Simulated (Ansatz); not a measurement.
## Electronic structure of Se in real space

```
Se
1.0
     2.70185    0.00000    0.00000
     0.00000    2.70185    0.00000
     0.00000    0.00000    2.70185
Se
1
Direct
  0.00000 0.00000 0.00000
```

Space group Pm-3m; a structure from a database of computed crystals, not necessarily the ambient phase; changed on purpose from its base cell (functional r2SCAN, strained and moved within the space group); computed pressure about 12 GPa in this cell.

These are results of DFT r2SCAN, scalar-relativistic, plane waves, PAW in Ansatz, not measurements.

Core electrons are frozen (PAW), and the valence fields are smoothed inside the atomic spheres.

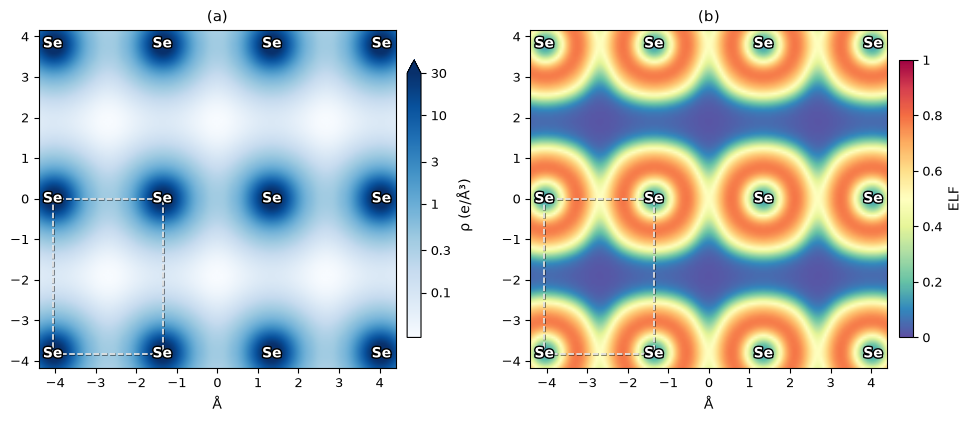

Figure 1. (a) valence charge density (pseudo); (b) electron localisation function on the (011) plane of the conventional cell.

Interpret the plot.

Answer. The plane passes through Se nuclei.
Se–Se (2.70 Å): the density is about 0.38 e/Å³ at the midpoint; the ELF is about 0.50 at the midpoint.
Between the atoms the lowest density in this plane is 0.03 e/Å³.

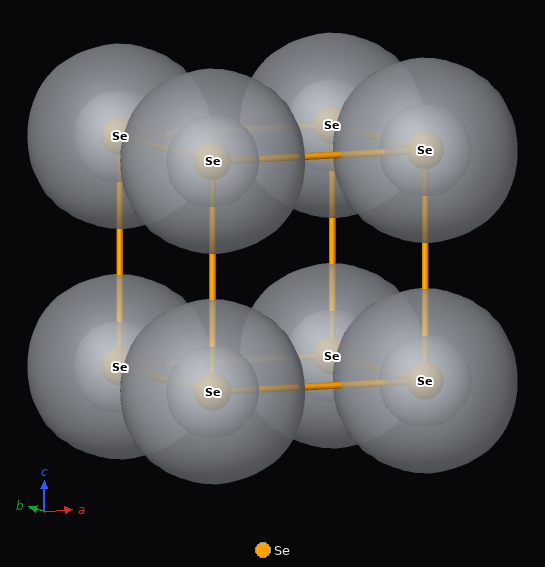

Figure 2. Isosurface of the electron localisation function at 0.65 (grey), seen slightly off an axis. Core shells and regions of very low density are left out. Sticks mark near contacts.

Describe the localisation domains.

Answer. The surface consists of one region wrapped around Se (its valence shell), counted in one cell of 1 atoms. Regions shared between cells count once.

Does the calculation make it a metal, or give it a gap?

Answer. It is gapless in this calculation (a metal or semimetal).
